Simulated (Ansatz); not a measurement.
**CuCl (F-43m): the equilibrium volume**

Aim: the volume at which the pressure of CuCl (F-43m) vanishes.

Computed with Ansatz 0.2.0 (DFT PBE, scalar-relativistic, plane waves, PAW, unless a step's input says otherwise).

**1. The starting structure**

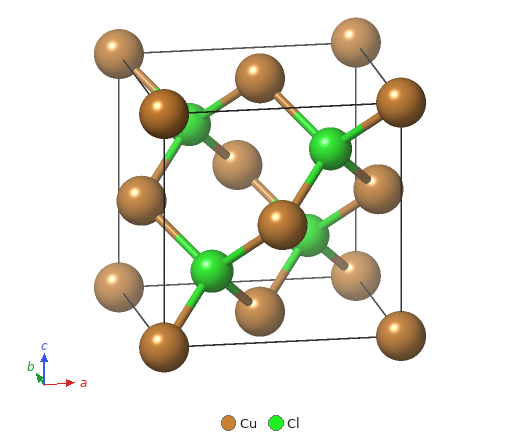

Start, viewed slightly off an axis; copper orange, chlorine green. Atoms on the faces are drawn again on the opposite ones. The cell drawn here is the conventional one.

Structure file:

```
Cu Cl
1.0
     0.00000    2.71910    2.71910
     2.71910    0.00000    2.71910
     2.71910    2.71910    0.00000
Cu Cl
1 1
Direct
  0.00000 0.00000 0.00000
  0.75000 0.75000 0.75000
```

**2. The first run**

Contents of input.yaml:

```yaml
crystal:
  lattice:
    - [0.0, 2.7191037206, 2.7191037206]
    - [2.7191037206, 0.0, 2.7191037206]
    - [2.7191037206, 2.7191037206, 0.0]
  atoms:
    - { symbol: Cu, position: [0.0, 0.0, 0.0] }
    - { symbol: Cl, position: [0.75, 0.75, 0.75] }
basis:
  ecutwfc: 420
  ecutrho_ratio: 4
kpoints:
  mp_grid: { grid: [12, 12, 12] }
hamiltonian:
  xc: pbe
scf:
  occupations: { method: gaussian, width: 0.05 }
output:
  forces: true
  stress: true
  eigenvalues: true
```

On the command line:

```bash
ansatz run input.yaml --threads 4 --pin off --max-ram 9216MiB --backend cpu --events-out ev --progress --plain --runs-dir out
```

What it wrote:

```text
Warning: RAYON_NUM_THREADS=4 ignored (pool sized by the plan → 4); use --threads N
Engine: ansatz 0.2.0, aarch64-unknown-linux-gnu
Pseudopotentials: kind: paw
Pseudopotential: Cu, paw, valence charge 19, recommended cutoff 420 eV (normal), Cu.paw.azcp
Pseudopotential: Cl, paw, valence charge 7, recommended cutoff 420 eV (normal), Cl.paw.azcp
Functional definition: PBE
  parameter kappa = 0.804
  parameter beta = 0.06672455060314922
  exchange = pbe_x(kappa = kappa, mu = beta*pi^2/3)
  correlation = pbe_c(beta = beta)
Crystal: 2 atoms, lattice volume = 40.208 Å³
Basis set: ecut = 420 eV, 749 PW (Γ), exchange–correlation on 54×54×54 points (8 copies of the dense FFT grid, shifted against one another)
Bands: 17, of which v1, the nominal top of the filled ones, is band 13 counted from 1 (12 counted from 0)
Symmetry: 24 space group operations
Space group: F-43m (ITA 216), of the structure as read, at distance tolerance 3.4e-5 Å
k-points: 72 of 1728 (time reversal used)
Non-local potential: Cu, projectors of the file, l = 0: 3, l = 1: 2, l = 2: 3, l = 3: 1
Non-local potential: Cl, projectors of the file, l = 0: 2, l = 1: 2, l = 2: 2
PAW form: soft (Blöchl's): semilocal exchange-correlation on the pseudo side does not see the compensation charge
PAW one-centre angular grid: Cu, 590 points (default); XC on 64 Gauss nodes
PAW one-centre angular grid: Cl, 110 points (default); XC on 64 Gauss nodes
Initial density: superposition of atomic densities (neutral atoms: chi_scale 0, normalization atom), corrected by the library's trained network
Initial wavefunctions: pseudopotential atomic-orbital guess
Functional: x = pbe(κ = 0.804, μ = 0.2195149727645171), c = pbe(β = 0.06672455060314922)
SCF iter   1: F=—  HF=-7705.430199 eV  |F-HF|=—  |Δ(HF+E_count)|=         —  Δρ=6.22e-4  dr2=6.60e-5  ethr=1.77e-3  ⟨swp⟩=5.5  Hψ=6132  notcnv=0
preconditioner: auto → none  [insulator: Δε(μ)=0.513 eV  Ē_g=10.334 eV  σ=0.050 eV  W_gap=1.00  n_scr=14 (ndim 8)  ℏωp=24.8 eV  f_vac=0.151  D(μ)=0.00/eV (n_scr^D=0)  ε∞_Penn≈6.8]
SCF iter   2: F=—  HF=-7705.430477 eV  |F-HF|=—  |Δ(HF+E_count)|=   2.78e-4  Δρ=6.91e-4  dr2=1.17e-4  ethr=2.54e-7  ⟨swp⟩=3.0  Hψ=3113  notcnv=0
SCF iter   3: F=—  HF=-7705.430470 eV  |F-HF|=—  |Δ(HF+E_count)|=   7.72e-6  Δρ=3.41e-4  dr2=2.49e-5  ethr=2.54e-7  ⟨swp⟩=2.0  Hψ=2088  notcnv=0
SCF iter   4: F=—  HF=-7705.430493 eV  |F-HF|=—  |Δ(HF+E_count)|=   2.36e-5  Δρ=1.55e-4  dr2=6.09e-6  ethr=9.57e-8  ⟨swp⟩=2.0  Hψ=1808  notcnv=0
SCF iter   5: F=—  HF=-7705.430495 eV  |F-HF|=—  |Δ(HF+E_count)|=   1.67e-6  Δρ=1.09e-4  dr2=2.70e-6  ethr=2.34e-8  ⟨swp⟩=2.3  Hψ=1568  notcnv=0
SCF iter   6: F=—  HF=-7705.430495 eV  |F-HF|=—  |Δ(HF+E_count)|=   3.85e-7  Δρ=4.87e-5  dr2=5.24e-7  ethr=1.04e-8  ⟨swp⟩=2.2  Hψ=1797  notcnv=0
SCF iter   7: F=-7705.430494 eV  HF=-7705.430494 eV  |F-HF|=1.45e-10  |Δ(HF+E_count)|=   9.40e-8  Δρ=9.93e-7  dr2=3.44e-10  ethr=3.85e-10  ⟨swp⟩=3.0  Hψ=4551  notcnv=0
SCF 1 converged in 7 iterations: F = -7705.430494 eV  dr2 = 3.44e-10
SCF converged after 7 iterations
Free energy (F): -7705.430494 eV
Harris-Foulkes:  -7705.430494 eV  (|F-HF|=1.45e-10)
Internal energy: -7705.430494 eV  (E = F + TS)
E sigma→0 (E₀):  -7705.430494 eV
Fermi energy:    7.435684 eV
--- Per-component energies (eV) ---
  E_band       = -522.483244
  E_kinetic    = 461.743205
  E_local      = -5892.875012  (includes V_loc(G=0)·N_el)
  E_nonlocal   = 436.967733
  E_hartree    = 2591.952337
  E_xc         = -193.771213
  E_vxc        = -233.747832  (∫ρ·V_xc dr)
  E_paw        = -2338.312471  (= ΣΔE_a)
  E_vpaw       = -478.477762  (= ΣTr[D̂ρ^β])
  E_aug_tail   = 0.000407  (compensation charges beyond the density's cutoff)
  E_ewald      = -2771.135480
  E_smearing   = -0.000000  (= −TS)
  E_closure    = 0.000000  (closes the sum)
  Σ components = -7705.430494   (vs F -7705.430494, Δ=0.00e0)
--- Forces (eV/Å), atoms counted from 1 ---
  atom   1  Cu     0.00000000    -0.00000000     0.00000000
  atom   2  Cl     0.00000000    -0.00000000     0.00000000
  max |Σ_I F_I| component: 2.04e-16 eV/Å
--- Stress (GPa, compression-positive) ---
       -0.373217       0.000000      -0.000000
        0.000000      -0.373217       0.000000
       -0.000000       0.000000      -0.373217
  P = ⅓ Tr σ = -0.3732 GPa (-3.732 kbar)
--- Band table (eV; the first three rows and the last of 72) ---
  k-point 0: bands = ["-103.8390", "-61.2683", "-61.2683", "-61.2683", "-9.7835", "2.3048", "2.3048", "2.3048", "5.7381", "5.7381", "7.1766", "7.1766", "7.1766", "7.6895", "13.8300", "13.8300", "13.8300"]
  k-point 1: bands = ["-103.8391", "-61.2684", "-61.2684", "-61.2684", "-9.7565", "2.1643", "2.3064", "2.3064", "5.7336", "5.7336", "6.9668", "7.1446", "7.1446", "8.0397", "13.6570", "13.9228", "13.9228"]
  k-point 2: bands = ["-103.8392", "-61.2685", "-61.2684", "-61.2684", "-9.6816", "1.8120", "2.3104", "2.3104", "5.7264", "5.7264", "6.6646", "7.0562", "7.0562", "8.6817", "13.3314", "14.1405", "14.1405"]
  k-point 71: bands = ["-103.8391", "-61.2687", "-61.2686", "-61.2685", "-9.2109", "1.1871", "1.4939", "2.0928", "5.5602", "5.6490", "5.9066", "6.0973", "6.4203", "12.2136", "12.2989", "14.5297", "14.9402"]
```

Run time: 1.6 s. Hardware: 4 threads of Arm Neoverse V1, shared host; peak memory 0.36 GiB.

This gives: volume 20.104 Å³/atom, pressure -0.37 GPa, mesh gap 0.51 eV.

**3. Stepping to 20.023 Å³/atom**

Changes to input.yaml since step 2:

```diff
@@ -2,5 +2,5 @@
   lattice:
-    - [0.0, 2.7191037206, 2.7191037206]
-    - [2.7191037206, 0.0, 2.7191037206]
-    - [2.7191037206, 2.7191037206, 0.0]
+    - [0.0, 2.7154734042, 2.7154734042]
+    - [2.7154734042, 0.0, 2.7154734042]
+    - [2.7154734042, 2.7154734042, 0.0]
   atoms:
```

On the command line:

```bash
ansatz run input.yaml --threads 4 --pin off --max-ram 9216MiB --backend cpu --events-out ev --progress --plain --runs-dir out
```

What it wrote:

```text
Warning: RAYON_NUM_THREADS=4 ignored (pool sized by the plan → 4); use --threads N
[... 9 set-up lines as earlier in the session ...]
Crystal: 2 atoms, lattice volume = 40.047 Å³
Basis set: ecut = 420 eV, 749 PW (Γ), exchange–correlation on 54×54×54 points (8 copies of the dense FFT grid, shifted against one another)
Bands: 17, of which v1, the nominal top of the filled ones, is band 13 counted from 1 (12 counted from 0)
[... 2 set-up lines as earlier in the session ...]
k-points: 72 of 1728 (time reversal used)
[... 8 set-up lines as earlier in the session ...]
SCF iter   1: F=—  HF=-7705.430472 eV  |F-HF|=—  |Δ(HF+E_count)|=         —  Δρ=5.74e-4  dr2=5.48e-5  ethr=1.77e-3  ⟨swp⟩=5.6  Hψ=6141  notcnv=0
preconditioner: auto → none  [insulator: Δε(μ)=0.519 eV  Ē_g=10.354 eV  σ=0.050 eV  W_gap=1.00  n_scr=14 (ndim 8)  ℏωp=24.9 eV  f_vac=0.149  D(μ)=0.00/eV (n_scr^D=0)  ε∞_Penn≈6.8]
SCF iter   2: F=—  HF=-7705.430749 eV  |F-HF|=—  |Δ(HF+E_count)|=   2.76e-4  Δρ=6.27e-4  dr2=9.47e-5  ethr=2.11e-7  ⟨swp⟩=3.0  Hψ=3112  notcnv=0
SCF iter   3: F=—  HF=-7705.430749 eV  |F-HF|=—  |Δ(HF+E_count)|=   6.44e-7  Δρ=3.62e-4  dr2=2.83e-5  ethr=2.11e-7  ⟨swp⟩=2.0  Hψ=2088  notcnv=0
SCF iter   4: F=—  HF=-7705.430769 eV  |F-HF|=—  |Δ(HF+E_count)|=   1.94e-5  Δρ=1.67e-4  dr2=6.58e-6  ethr=1.09e-7  ⟨swp⟩=2.3  Hψ=1901  notcnv=0
SCF iter   5: F=—  HF=-7705.430772 eV  |F-HF|=—  |Δ(HF+E_count)|=   3.42e-6  Δρ=1.23e-4  dr2=3.37e-6  ethr=2.53e-8  ⟨swp⟩=2.3  Hψ=1639  notcnv=0
SCF iter   6: F=—  HF=-7705.430772 eV  |F-HF|=—  |Δ(HF+E_count)|=   3.75e-7  Δρ=5.98e-5  dr2=7.83e-7  ethr=1.30e-8  ⟨swp⟩=2.0  Hψ=1789  notcnv=0
SCF iter   7: F=-7705.430772 eV  HF=-7705.430772 eV  |F-HF|=3.47e-10  |Δ(HF+E_count)|=   1.46e-7  Δρ=2.21e-6  dr2=1.07e-9  ethr=3.85e-10  ⟨swp⟩=3.0  Hψ=4629  notcnv=0
SCF 1 converged in 7 iterations: F = -7705.430772 eV  dr2 = 1.07e-9
SCF converged after 7 iterations
Free energy (F): -7705.430772 eV
Harris-Foulkes:  -7705.430772 eV  (|F-HF|=3.47e-10)
Internal energy: -7705.430772 eV  (E = F + TS)
E sigma→0 (E₀):  -7705.430772 eV
Fermi energy:    7.491833 eV
--- Per-component energies (eV) ---
  E_band       = -521.451377
  E_kinetic    = 461.807043
  E_local      = -5886.461519  (includes V_loc(G=0)·N_el)
  E_nonlocal   = 436.889572
  E_hartree    = 2589.221759
  E_xc         = -193.814772
  E_vxc        = -233.808495  (∫ρ·V_xc dr)
  E_paw        = -2338.233038  (= ΣΔE_a)
  E_vpaw       = -478.324828  (= ΣTr[D̂ρ^β])
  E_aug_tail   = 0.000393  (compensation charges beyond the density's cutoff)
  E_ewald      = -2774.840211
  E_smearing   = -0.000000  (= −TS)
  E_closure    = 0.000000  (closes the sum)
  Σ components = -7705.430772   (vs F -7705.430772, Δ=0.00e0)
--- Forces (eV/Å), atoms counted from 1 ---
  atom   1  Cu     0.00000000     0.00000000    -0.00000000
  atom   2  Cl     0.00000000    -0.00000000     0.00000000
  max |Σ_I F_I| component: 2.36e-16 eV/Å
--- Stress (GPa, compression-positive) ---
       -0.183816       0.000000       0.000000
        0.000000      -0.183816       0.000000
        0.000000       0.000000      -0.183816
  P = ⅓ Tr σ = -0.1838 GPa (-1.838 kbar)
--- Band table (eV; the first three rows and the last of 72) ---
  k-point 0: bands = ["-103.7983", "-61.2275", "-61.2275", "-61.2275", "-9.7515", "2.3399", "2.3399", "2.3399", "5.7780", "5.7780", "7.2292", "7.2292", "7.2292", "7.7492", "13.8816", "13.8816", "13.8816"]
  k-point 1: bands = ["-103.7984", "-61.2275", "-61.2275", "-61.2275", "-9.7243", "2.1991", "2.3416", "2.3416", "5.7734", "5.7734", "7.0183", "7.1970", "7.1970", "8.1002", "13.7094", "13.9749", "13.9749"]
  k-point 2: bands = ["-103.7984", "-61.2276", "-61.2275", "-61.2275", "-9.6486", "1.8457", "2.3458", "2.3458", "5.7662", "5.7662", "6.7132", "7.1077", "7.1077", "8.7440", "13.3854", "14.1938", "14.1938"]
  k-point 71: bands = ["-103.7983", "-61.2278", "-61.2278", "-61.2277", "-9.1728", "1.2199", "1.5252", "2.1286", "5.5977", "5.6882", "5.9480", "6.1406", "6.4657", "12.2672", "12.3707", "14.5921", "14.9953"]
```

Run time: 1.6 s. Hardware: 4 threads of Arm Neoverse V1, shared host; peak memory 0.36 GiB.

Read off: volume 20.023 Å³/atom, pressure -0.18 GPa, gap on the mesh 0.52 eV.

**4. Next volume: 19.947 Å³/atom**

Changes to input.yaml since step 3:

```diff
@@ -2,5 +2,5 @@
   lattice:
-    - [0.0, 2.7154734042, 2.7154734042]
-    - [2.7154734042, 0.0, 2.7154734042]
-    - [2.7154734042, 2.7154734042, 0.0]
+    - [0.0, 2.7120161634, 2.7120161634]
+    - [2.7120161634, 0.0, 2.7120161634]
+    - [2.7120161634, 2.7120161634, 0.0]
   atoms:
```

On the command line:

```bash
ansatz run input.yaml --threads 4 --pin off --max-ram 9216MiB --backend cpu --events-out ev --progress --plain --runs-dir out
```

What it wrote:

```text
Warning: RAYON_NUM_THREADS=4 ignored (pool sized by the plan → 4); use --threads N
[... 9 set-up lines as earlier in the session ...]
Crystal: 2 atoms, lattice volume = 39.894 Å³
Basis set: ecut = 420 eV, 749 PW (Γ), exchange–correlation on 54×54×54 points (8 copies of the dense FFT grid, shifted against one another)
Bands: 17, of which v1, the nominal top of the filled ones, is band 13 counted from 1 (12 counted from 0)
[... 2 set-up lines as earlier in the session ...]
k-points: 72 of 1728 (time reversal used)
[... 8 set-up lines as earlier in the session ...]
SCF iter   1: F=—  HF=-7705.430552 eV  |F-HF|=—  |Δ(HF+E_count)|=         —  Δρ=5.34e-4  dr2=4.68e-5  ethr=1.77e-3  ⟨swp⟩=5.5  Hψ=6143  notcnv=0
preconditioner: auto → none  [insulator: Δε(μ)=0.525 eV  Ē_g=10.373 eV  σ=0.050 eV  W_gap=1.00  n_scr=14 (ndim 8)  ℏωp=24.9 eV  f_vac=0.149  D(μ)=0.00/eV (n_scr^D=0)  ε∞_Penn≈6.8]
SCF iter   2: F=—  HF=-7705.430834 eV  |F-HF|=—  |Δ(HF+E_count)|=   2.82e-4  Δρ=5.74e-4  dr2=7.82e-5  ethr=1.80e-7  ⟨swp⟩=3.0  Hψ=3125  notcnv=0
SCF iter   3: F=—  HF=-7705.430842 eV  |F-HF|=—  |Δ(HF+E_count)|=   8.52e-6  Δρ=3.92e-4  dr2=3.34e-5  ethr=1.80e-7  ⟨swp⟩=2.0  Hψ=2088  notcnv=0
SCF iter   4: F=—  HF=-7705.430857 eV  |F-HF|=—  |Δ(HF+E_count)|=   1.51e-5  Δρ=1.85e-4  dr2=7.58e-6  ethr=1.28e-7  ⟨swp⟩=2.3  Hψ=1863  notcnv=0
SCF iter   5: F=—  HF=-7705.430862 eV  |F-HF|=—  |Δ(HF+E_count)|=   4.23e-6  Δρ=1.35e-4  dr2=4.01e-6  ethr=2.91e-8  ⟨swp⟩=2.2  Hψ=1576  notcnv=0
SCF iter   6: F=—  HF=-7705.430861 eV  |F-HF|=—  |Δ(HF+E_count)|=   3.80e-7  Δρ=6.67e-5  dr2=9.71e-7  ethr=1.54e-8  ⟨swp⟩=2.0  Hψ=1796  notcnv=0
SCF iter   7: F=-7705.430861 eV  HF=-7705.430861 eV  |F-HF|=8.04e-10  |Δ(HF+E_count)|=   1.82e-7  Δρ=3.08e-6  dr2=1.96e-9  ethr=3.85e-10  ⟨swp⟩=3.0  Hψ=4679  notcnv=0
SCF 1 converged in 7 iterations: F = -7705.430861 eV  dr2 = 1.96e-9
SCF converged after 7 iterations
Free energy (F): -7705.430861 eV
Harris-Foulkes:  -7705.430861 eV  (|F-HF|=8.04e-10)
Internal energy: -7705.430861 eV  (E = F + TS)
E sigma→0 (E₀):  -7705.430861 eV
Fermi energy:    7.545606 eV
--- Per-component energies (eV) ---
  E_band       = -520.464372
  E_kinetic    = 461.868447
  E_local      = -5880.341309  (includes V_loc(G=0)·N_el)
  E_nonlocal   = 436.815896
  E_hartree    = 2586.617538
  E_xc         = -193.856505
  E_vxc        = -233.866605  (∫ρ·V_xc dr)
  E_paw        = -2338.157769  (= ΣΔE_a)
  E_vpaw       = -478.180173  (= ΣTr[D̂ρ^β])
  E_aug_tail   = 0.000380  (compensation charges beyond the density's cutoff)
  E_ewald      = -2778.377539
  E_smearing   = -0.000000  (= −TS)
  E_closure    = -0.000000  (closes the sum)
  Σ components = -7705.430861   (vs F -7705.430861, Δ=0.00e0)
--- Forces (eV/Å), atoms counted from 1 ---
  atom   1  Cu     0.00000000    -0.00000000    -0.00000000
  atom   2  Cl     0.00000000    -0.00000000     0.00000000
  max |Σ_I F_I| component: 1.85e-16 eV/Å
--- Stress (GPa, compression-positive) ---
        0.000326       0.000000      -0.000000
        0.000000       0.000326       0.000000
       -0.000000       0.000000       0.000326
  P = ⅓ Tr σ = 0.0003 GPa (0.003 kbar)
--- Band table (eV; the first three rows and the last of 72) ---
  k-point 0: bands = ["-103.7593", "-61.1884", "-61.1884", "-61.1884", "-9.7208", "2.3735", "2.3735", "2.3735", "5.8161", "5.8161", "7.2797", "7.2797", "7.2797", "7.8064", "13.9310", "13.9310", "13.9310"]
  k-point 1: bands = ["-103.7594", "-61.1885", "-61.1884", "-61.1884", "-9.6934", "2.2324", "2.3753", "2.3753", "5.8115", "5.8115", "7.0676", "7.2471", "7.2471", "8.1582", "13.7594", "14.0248", "14.0248"]
  k-point 2: bands = ["-103.7595", "-61.1886", "-61.1884", "-61.1884", "-9.6169", "1.8780", "2.3797", "2.3797", "5.8043", "5.8043", "6.7598", "7.1570", "7.1570", "8.8036", "13.4372", "14.2447", "14.2447"]
  k-point 71: bands = ["-103.7594", "-61.1888", "-61.1887", "-61.1886", "-9.1363", "1.2514", "1.5552", "2.1630", "5.6335", "5.7257", "5.9876", "6.1820", "6.5091", "12.3185", "12.4393", "14.6518", "15.0480"]
```

It took 1.6 s on 4 threads of Arm Neoverse V1, shared host; peak memory 0.36 GiB.

This gives: volume 19.947 Å³/atom, pressure 0.00 GPa, gap on the mesh 0.53 eV.

**5. The volume search in one table**

```
step  level      mesh  relaxed  volume (Å³/atom)  pressure (GPa)
   2    PBE  12×12×12  nothing            20.104           -0.37
   3    PBE  12×12×12  nothing            20.023           -0.18
   4    PBE  12×12×12  nothing            19.947            0.00
```

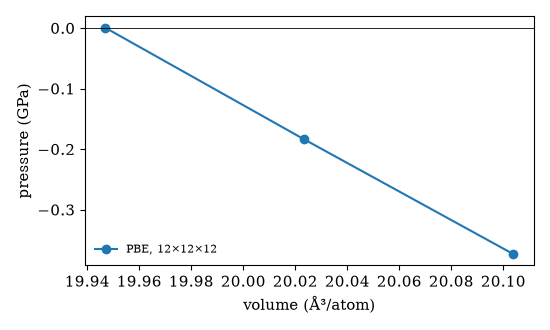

Pressure against volume, run by run.

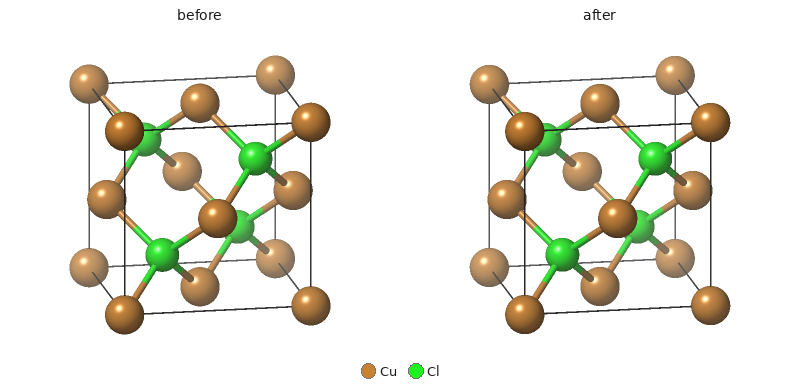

The structure before (left) and after (right), at one scale. Drawn in the start's conventional cell.

The cell before and after:

| cell as typed | before | after | change |
| --- | --- | --- | --- |
| a (Å) | 3.845 | 3.835 | -0.3 % |
| b (Å) | 3.845 | 3.835 | -0.3 % |
| c (Å) | 3.845 | 3.835 | -0.3 % |
| volume (Å³/atom) | 20.104 | 19.947 | -0.8 % |
| shortest distance (Å) | 2.355 | 2.349 | -0.3 % |
| space group | F-43m | F-43m | same |

**6. Results**

| quantity | value |
| --- | --- |
| volume | 19.947 Å³/atom |
| pressure | 0.00 GPa |
| conventional cell | a = 5.424 Å, b = 5.424 Å, c = 5.424 Å, α = 90.00°, β = 90.00°, γ = 90.00° |
| gap on the mesh | 0.53 eV |

What this shows: From the first run shown, the volume went from 20.10 to 19.95 Å³/atom (-0.8 %) in 3 runs, where the pressure is zero within 0.01 GPa.

These are semilocal Kohn-Sham gaps, which aren't the measured quantity. Such gaps usually fall short of the measured ones.
